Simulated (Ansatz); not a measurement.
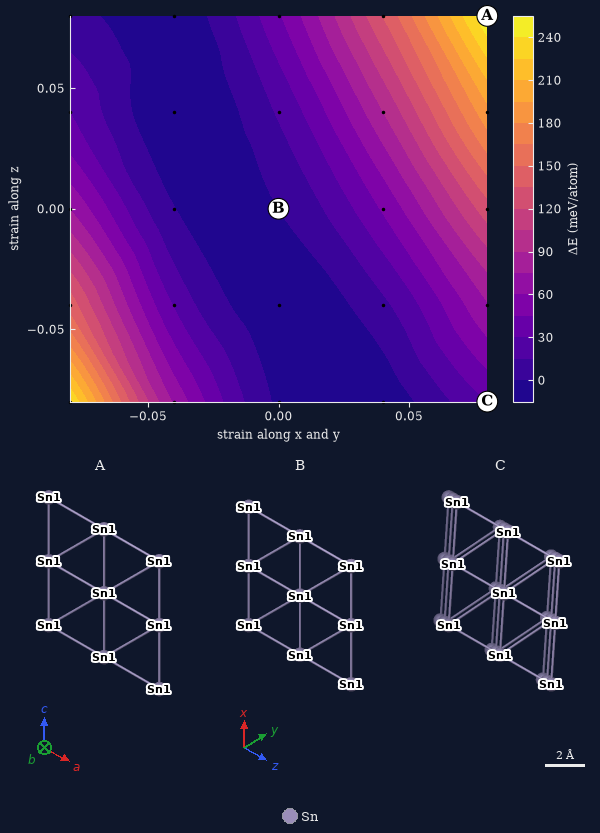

Energy scan for solid Sn (Im-3m), in which the cell is strained equally along x and y and separately along z, with the atoms kept at their fractional coordinates. x, y and z are the Cartesian axes of the input. The map is interpolated between the computed points (dots). The lettered frames are marked on it. A ball-and-stick model of the cell of the calculation, repeated 2 × 2 × 2 with one cell outlined, seen along the b axis.

These are results of DFT PBEsol, scalar-relativistic, plane waves, PAW (Ansatz), not measurements. (plane-wave cutoff 420 eV; k-point mesh 18 × 18 × 18; occupations gaussian; smearing width 0.15 eV; no spin polarisation). Energies (free energies at the smearing named) are counted from the cell as listed in its source, which wasn't relaxed.

### Where is the lowest point of the map, and what else does it tell?

In pairs of (strain along x and y; strain along z): the lowest computed point lies at (−0.040, 0.040) (−11.8 meV/atom), the highest at (0.080, 0.080) (253.5 meV/atom). The valley is tilted: raising the in-plane strain is made harder by raising the strain along z (cross term 0.96 of the geometric mean of the two curvatures). Over the ranges scanned the energy rises more along the first axis, the in-plane strain. The pressure runs from −8.0 GPa at (0.080, 0.080) to 19.3 GPa at (−0.080, −0.080). The frames lie at A (0.080, 0.080): 253.5 meV/atom, B (0.000, 0.000): 0.0 meV/atom, C (0.080, −0.080): 29.9 meV/atom.
